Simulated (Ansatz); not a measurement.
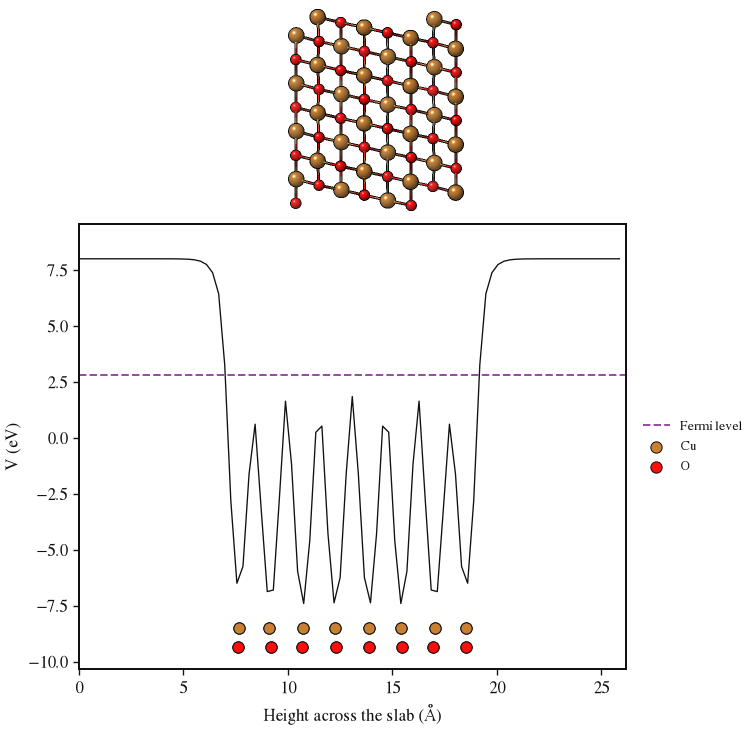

Plane-averaged electrostatic potential energy of an electron across the slab; circles at the bottom mark the heights of the atoms (positions after relaxation). The structure is drawn too.

System: a (011) slab cut from CuO (C2/c), ended by CuO planes, 32 atoms in the cell; a = 4.10 Å, b = 6.53 Å, c = 26.15 Å, α = 90.00°, β = 90.00°, γ = 89.99°.

Level of theory: DFT PBEsol, scalar-relativistic, plane waves, PAW, no spin polarisation, 9×6×1 k mesh, 420 eV cutoff, Gaussian smearing of 0.1 eV; code Ansatz.

Read off the work function of each face.

The work function is 5.20 eV, the same on both faces. The two vacuum levels agree, so the slab has no net dipole along its normal.

How thick are slab and vacuum?

The outermost atoms are 10.9 Å apart, which leaves 15.2 Å of vacuum in a cell 26.2 Å high.
